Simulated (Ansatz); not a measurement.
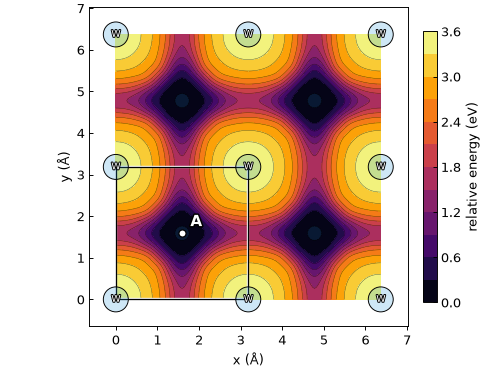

C on a W(100) slab cut from the Im-3m phase, its upper half relaxed before the scan (4 atoms of substrate and one adsorbate in a 1 × 1 cell). 
- C is moved over the surface cell; relaxed at each place: the height of the adsorbate's atoms; substrate rigid; the origin of the map has the adsorbate above W4.
- Places are given modulo a cell vector. The map is drawn in real space over the plane of the surface.
- Grid: 8 × 8 points; 15 points were computed and 49 follow by symmetry.
- Energies are in eV, from the lowest grid point.
- With one adsorbate in each 1 × 1 cell, its nearest image is 3.2 Å away, so neighbouring adsorbates interact.
- These are results of DFT PBE, scalar-relativistic, plane waves, PAW (Ansatz 0.2.0), not measurements. Settings: cutoff 420 eV, k-mesh 8×8×1, gaussian smearing 0.1 eV, no spin polarisation.

The picture shows filled contours, labelled circles for the atoms of the top layer and small ones for the second layer, the outline of one cell of the 2 × 2 shown, the point A. Between grid points the surface is interpolated.

> Find the lowest pass out of the well at A.

The easiest path leads from the well at a fourfold hollow over a second-layer W atom, (4/8, 4/8) of the cell vectors to its copy one period on. Its highest point lies about 1.6 eV above the bottom of the first well on the interpolated surface, at a bridge site between two W atoms, (0/8, 4/8) of the cell vectors. This is the barrier on the constrained surface; relaxing the other coordinates would change it.

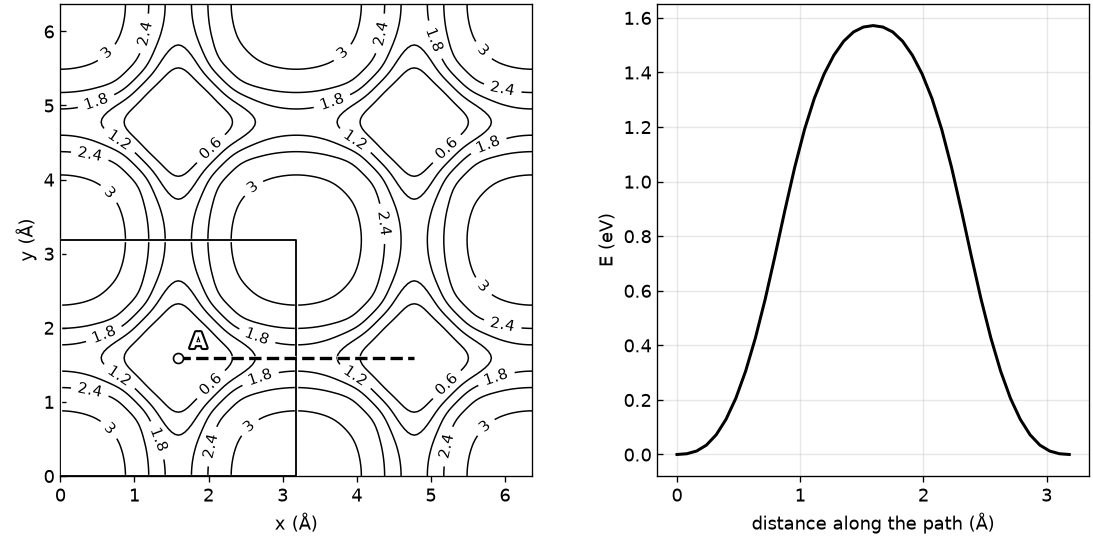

Drawn: contour lines labelled in eV, a line along the lowest path, the outline of one cell of the 2 × 2 shown, the energy along the path at the right. Between grid points the surface is interpolated.

PAW datasets: the set soft_1.
